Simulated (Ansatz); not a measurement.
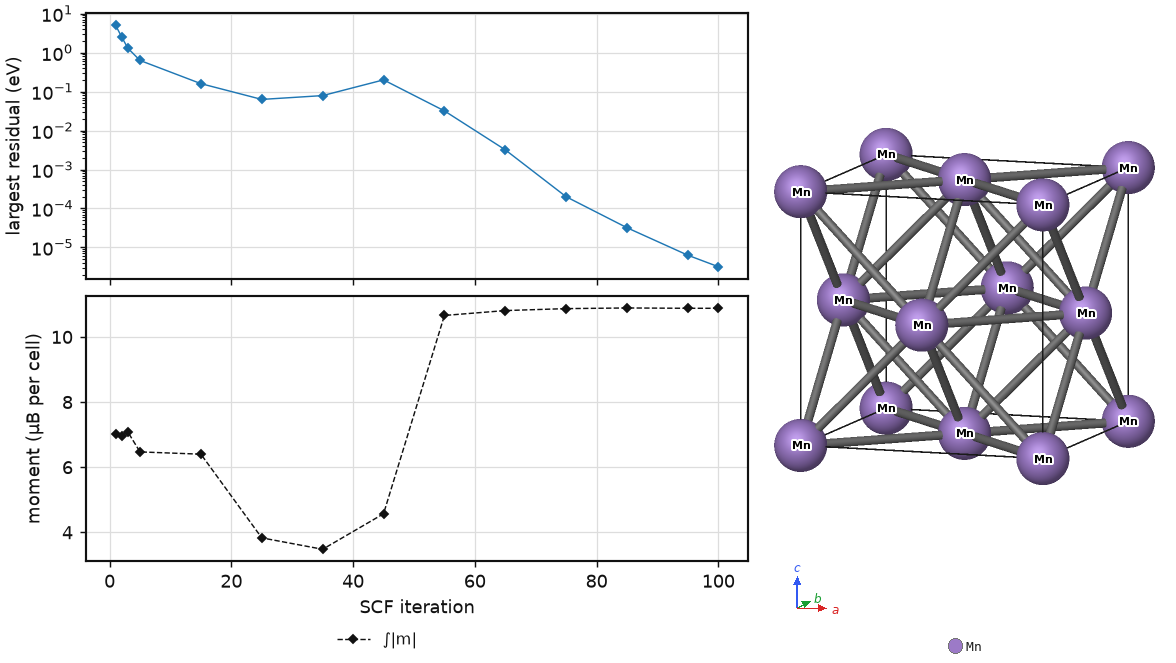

Beside the plot: the structure in its conventional cell.

The plot shows the SCF iterations of a calculation: largest residual, magnetic moments. Only some iterations were kept.

System: Mn (Fm-3m, 4 atoms in the cell).
Method: Ansatz development build ahead of 0.2.0, DFT, PBE, PseudoDojo norm-conserving potentials, plane waves, scalar-relativistic; cutoff 1200 eV, 4×4×4 k-mesh, Gaussian smearing of 0.1 eV, non-collinear spins.
Setting under test: default search for lower states.

Question: Did the calculation converge?

Answer: It did not converge: it stopped after 100 iterations. The residual is still falling at the last step (down to 3 × 10⁻⁶).

Question: How do the moments develop?

Answer: The integral of |m| goes from 7.0 to 10.9 μB per cell, with excursions between 3.5 and 10.9 on the way, though in an unconverged run this needn't be final.
